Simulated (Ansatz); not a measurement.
Consider AlCu4.

Input file:

```
crystal:
  lattice:
    - [5.96500653, 0.0, 0.0]
    - [0.0, 5.96500653, 0.0]
    - [0.0, 0.0, 5.96500653]
  atoms:
    - { symbol: Al, position: [0.4396660958, 0.9396660958, 0.5603339042] }
    - { symbol: Al, position: [0.9396660958, 0.5603339042, 0.4396660958] }
    - { symbol: Al, position: [0.5603339042, 0.4396660958, 0.9396660958] }
    - { symbol: Al, position: [0.0603339042, 0.0603339042, 0.0603339042] }
    - { symbol: Cu, position: [0.8092922696, 0.3092922696, 0.1907077304] }
    - { symbol: Cu, position: [0.3092922696, 0.1907077304, 0.8092922696] }
    - { symbol: Cu, position: [0.1907077304, 0.8092922696, 0.3092922696] }
    - { symbol: Cu, position: [0.6907077304, 0.6907077304, 0.6907077304] }
    - { symbol: Cu, position: [0.0468812215, 0.8752369861, 0.7014274152] }
    - { symbol: Cu, position: [0.2985725848, 0.5468812215, 0.6247630139] }
    - { symbol: Cu, position: [0.3752369861, 0.7985725848, 0.9531187785] }
    - { symbol: Cu, position: [0.5468812215, 0.6247630139, 0.2985725848] }
    - { symbol: Cu, position: [0.7985725848, 0.9531187785, 0.3752369861] }
    - { symbol: Cu, position: [0.8752369861, 0.7014274152, 0.0468812215] }
    - { symbol: Cu, position: [0.9531187785, 0.3752369861, 0.7985725848] }
    - { symbol: Cu, position: [0.7014274152, 0.0468812215, 0.8752369861] }
    - { symbol: Cu, position: [0.6247630139, 0.2985725848, 0.5468812215] }
    - { symbol: Cu, position: [0.4531187785, 0.1247630139, 0.2014274152] }
    - { symbol: Cu, position: [0.2014274152, 0.4531187785, 0.1247630139] }
    - { symbol: Cu, position: [0.1247630139, 0.2014274152, 0.4531187785] }
basis:
  ecutwfc: 420
kpoints:
  mp_grid: { grid: [6, 6, 6] }
hamiltonian:
  xc: pbesol
scf:
  occupations: { method: gaussian, width: 0.1 }
output:
  forces: true
  stress: true
  eigenvalues: true
  write_density: true
  write_potential: true
  elf: true
  volumetric_format: npy
relax:
  adjacent_minimum: "off"
  f_tol: 0.01
  max_steps: 30
```

Launched as:

```sh
ansatz run input.yaml --threads 4 --pin off --max-ram 10240MiB --backend cpu --events-out ev --progress --plain --runs-dir out
```

Below, planes, directions and counts refer to the conventional cell (a = 5.97 Å, b = 5.97 Å, c = 5.97 Å, α = 90.00°, β = 90.00°, γ = 90.00°).

Space group P2₁3; a structure from a database of computed crystals, not necessarily the ambient phase; changed on purpose from its base cell (volume × 0.88, shape and atoms relaxed); computed pressure about 26 GPa in this cell; computed without spin polarisation.

Computed with DFT PBEsol, scalar-relativistic, plane waves, PAW (Ansatz 0.2.0).

> What will maps of the valence pseudo-density and electron localisation function show?

Al–Cu (2.41 Å): ρ at the midpoint is about 0.34 e/Å³; the ELF is about 0.40 at the midpoint.

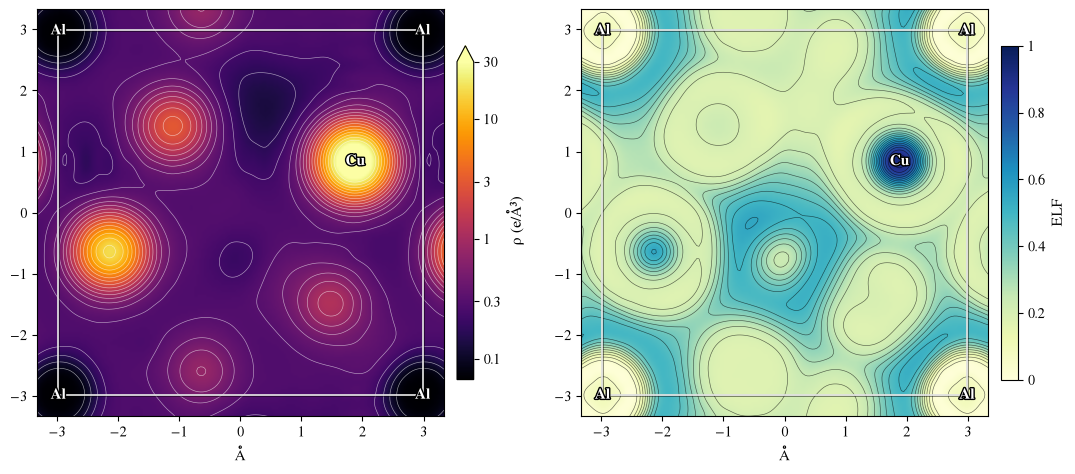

Computed valence pseudo-density and electron localisation function on the (100) plane of the conventional cell, in this order. Atoms just off the plane (Al, 0.7 Å away and Cu, 0.4 Å away) can leave unmarked features too.

Core electrons are frozen (PAW), and the valence fields are smoothed inside the atomic spheres.
